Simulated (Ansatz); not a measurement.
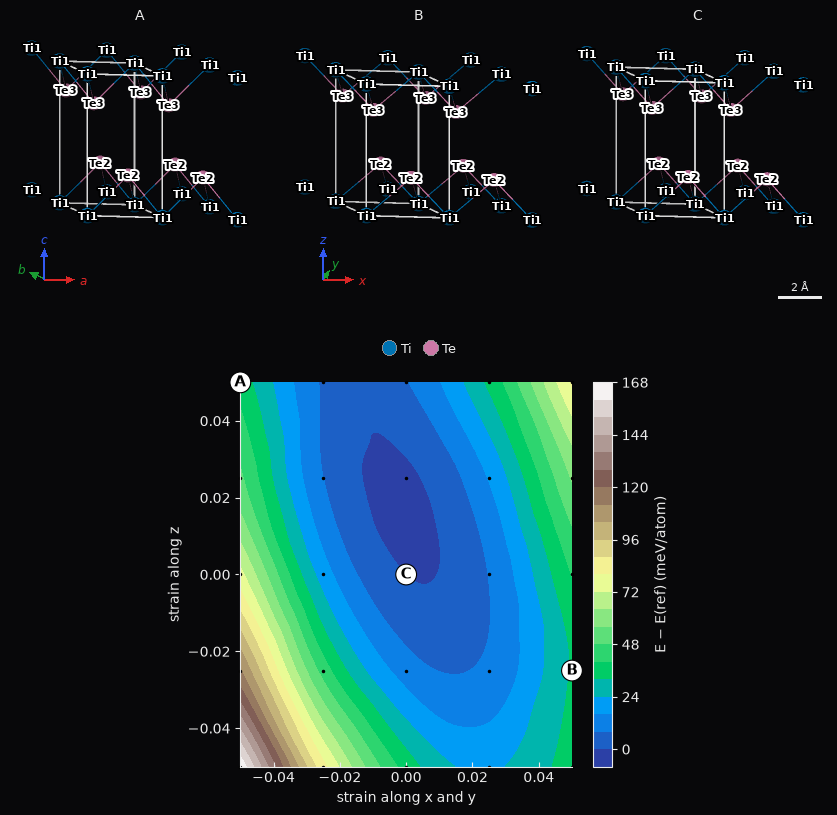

Energy scan for solid TiTe$_{2}$ (P-3m1), in which the cell is strained equally along x and y and separately along z, with the atoms kept at their fractional coordinates. x, y and z are the Cartesian axes of the input. The map is interpolated between the computed points (dots). The lettered frames are marked on it. A ball-and-stick model of the cell of the calculation, repeated 2 × 2 × 1 with one cell outlined, seen slightly off an axis.

All numbers below come from DFT PBE, scalar-relativistic, plane waves, PAW (Ansatz). (plane-wave cutoff 420 eV; k-point mesh 12 × 12 × 8; occupations gaussian; smearing width 0.15 eV; no spin polarisation). Energies (free energies at the smearing named) are counted from the cell as listed in its source, which wasn't relaxed.

What does the map show?

Answer. In pairs of (strain along x and y; strain along z): the lowest computed point lies at (0.000, 0.025) (−1.2 meV/atom), the highest at (−0.050, −0.050) (166.0 meV/atom). The valley is tilted: raising the in-plane strain is made harder by raising the strain along z (cross term 0.63 of the geometric mean of the two curvatures). Over the ranges scanned the energy rises more along the first axis, the in-plane strain. The pressure runs from −6.1 GPa at (0.050, 0.050) to 14.7 GPa at (−0.050, −0.050). The frames lie at A (−0.050, 0.050): 36.3 meV/atom, B (0.050, −0.025): 32.7 meV/atom, C (0.000, 0.000): 0.0 meV/atom.

Limits of the set-up: layers or molecules are held without a dispersion correction, so their spacing is unreliable.
